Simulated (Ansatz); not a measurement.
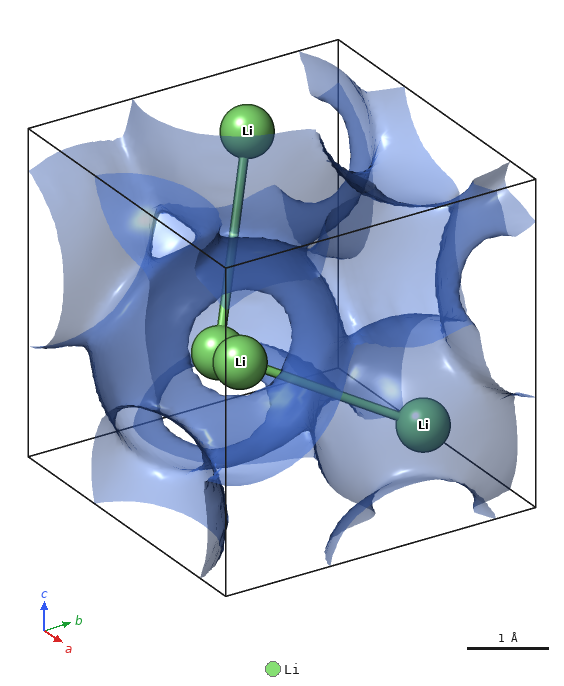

Figure 1: Li. Isosurface of the electron localisation function at 0.55 (blue), seen at an oblique angle. Only the valence region is drawn (cores and ρ < 0.01 e/Å³ removed). Sticks mark near contacts.

Space group P2₁3; a structure from a database of computed crystals, not necessarily the ambient phase.

Level of theory: Ansatz 0.2.0, Kohn-Sham DFT of a periodic cell, PBE, Ansatz PAW.

**Where are the electrons localised?**

The ELF exceeds this value in one network that runs through the whole crystal, counted in one cell of 4 atoms. Regions shared between cells count once. There are no localised bonds or lone pairs at this value. Along the contacts the grid gives the following. Li–Li (2.78 Å): the ELF is about 0.45 at the midpoint.

**Metal or insulator at this level of theory?**

It is gapless in this calculation (a metal or semimetal).
